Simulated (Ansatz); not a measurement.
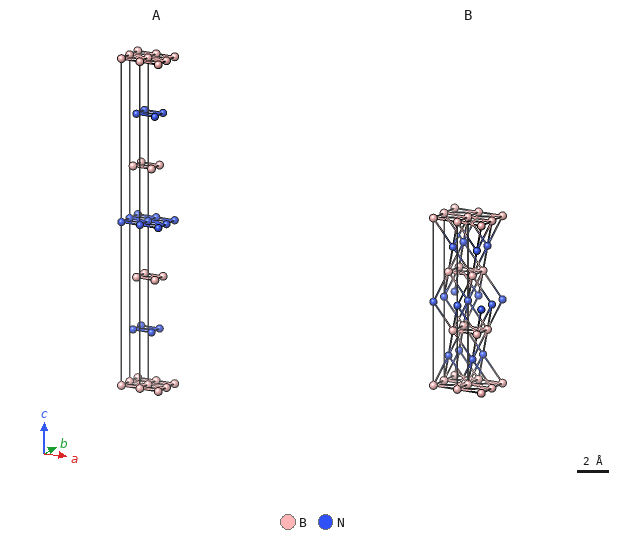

Two geometries of a crystal of BN (built on the CuPt (L1_1)_166 type) (coarse preliminary run), drawn at one scale. One is the start of a relaxation, the other its converged end. Style: ball-and-stick. Shown: the conventional cell (3 times the calculation's cell), repeated 2 × 2 × 1 with one cell outlined, slightly off an axis. Lengths and directions refer to the drawn axes.

Level of theory: DFT PBE, scalar-relativistic, plane waves, PAW (Ansatz 0.2.0). Settings: plane-wave cutoff 420 eV; k-point mesh 12 × 12 × 12; occupations gaussian; smearing width 0.1 eV; no spin polarisation; cell and atoms relaxed; force threshold 0.04 eV/Å; at most 70 steps.

> Which geometry has the lower energy?

Structure A is the relaxed one. Case: CuPt (L1_1) type (R-3m, No. 166). The atoms keep their places relative to the cell (all moves are under 0.005 Å). The volume changes by +15.9 %, with a = b 2.358 → 1.816 Å (−23.0 %), c 11.266 → 22.010 Å (+95.4 %). Among the contacts that change: B–N 2.319 → 3.815 Å, N–N 2.358 → 1.816 Å, B–B 2.358 → 1.816 Å. The space group stays R-3m (No. 166). After 34 accepted moves (41 points after the start) the energy has fallen by 656 meV per atom. All forces vanish by symmetry, so only the cell relaxes. The pressure goes from −31.67 to 0.07 GPa. The line search rejected the trial step at point 11 of the run. The SCF was repeated 6 times at an unchanged geometry on a basis and grid sized afresh for the cell, which shifted the energy by 32.3 meV per atom at most.
